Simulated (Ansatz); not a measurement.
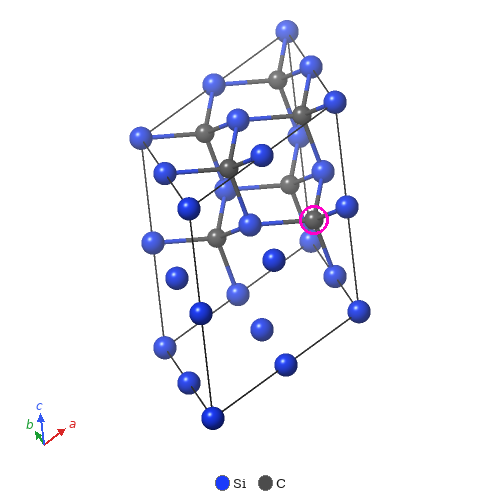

The system is SiC (F-43m phase) with one C vacancy (15 atoms in the cell, cell charge +4); the picture shows the reference structure. An atom moved over a plane that holds its own site and a neighbouring vacancy (x, y and z along the cube axes). First axis: path of C9 from its site (0) to the vacancy (1), 3.097 Å. Second axis: shift of C9 across the path, along the Cartesian direction [1 0 −1]. Nothing is relaxed (all other atoms held at the sites of the perfect crystal). The grid has 11 × 9 points; 21 points were computed and 71 follow by symmetry. At 7 points there is no value (left out of the scan, as a rule where atoms come close). Points are written as (first, second). All energies are given in eV per cell relative to the lowest grid point. The cell is charged on a uniform background, without a charge correction. The calculation used DFT PBE, scalar-relativistic, plane waves, PAW (Ansatz). Settings: cutoff 420 eV, k-mesh 6×6×6, gaussian smearing 0.05 eV, no spin polarisation.

Range: path of C9 from its site (0) to the vacancy (1), 3.097 Å from −0.125 to 1.125; shift of C9 across the path, along the Cartesian direction [1 0 −1] from −0.500 to 0.500 Å.

Q: What landscape does the calculation give?

A: The lowest grid point is at (0.000, 0.000 Å) [nearest 4 Si at 1.90 Å]; the map holds 2 wells of about this depth. No other kind of well shows on this grid. The highest grid point, (0.375, 0.000 Å) [nearest 1 Si at 1.16 Å], lies 17.3 eV above the lowest.

| second ↓, first → | −0.125 | 0.000 | 0.125 | 0.250 | 0.375 | 0.500 | 0.625 | 0.750 | 0.875 | 1.000 | 1.125 |
| --- | --- | --- | --- | --- | --- | --- | --- | --- | --- | --- | --- |
| 0.500 | 3.2 | 2.8 | 3.2 | 5.9 | 11.8 | 15.5 | 11.8 | 5.9 | 3.2 | 2.8 | 3.2 |
| 0.375 | 2.3 | 1.5 | 2.3 | 6.2 | 13.8 | – | 13.8 | 6.2 | 2.3 | 1.5 | 2.3 |
| 0.250 | 1.8 | 0.6 | 1.8 | 6.6 | 15.6 | – | 15.6 | 6.6 | 1.8 | 0.6 | 1.8 |
| 0.125 | 1.5 | 0.1 | 1.5 | 7.0 | 16.8 | – | 16.8 | 7.0 | 1.5 | 0.1 | 1.5 |
| 0.000 | 1.4 | 0.0 | 1.4 | 7.1 | 17.3 | – | 17.3 | 7.1 | 1.4 | 0.0 | 1.4 |
| −0.125 | 1.5 | 0.1 | 1.5 | 7.0 | 16.8 | – | 16.8 | 7.0 | 1.5 | 0.1 | 1.5 |
| −0.250 | 1.8 | 0.6 | 1.8 | 6.6 | 15.6 | – | 15.6 | 6.6 | 1.8 | 0.6 | 1.8 |
| −0.375 | 2.3 | 1.5 | 2.3 | 6.2 | 13.8 | – | 13.8 | 6.2 | 2.3 | 1.5 | 2.3 |
| −0.500 | 3.2 | 2.8 | 3.2 | 5.9 | 11.8 | 15.5 | 11.8 | 5.9 | 3.2 | 2.8 | 3.2 |

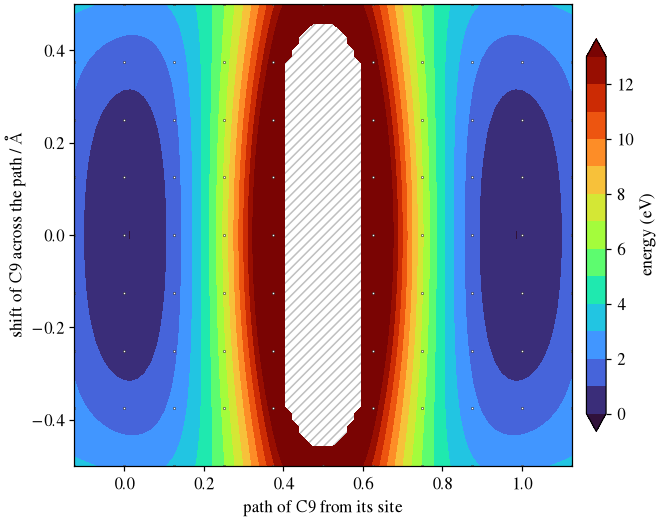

Drawn: filled contours, dots at the grid points, one colour for all values above the top of the scale, hatched blanks where no value was computed. Between grid points the surface is interpolated.

Time for the 21 points that were run: 7.9 min on 4 threads of Arm Neoverse V1, on a shared host.

PAW datasets: the set soft_1.
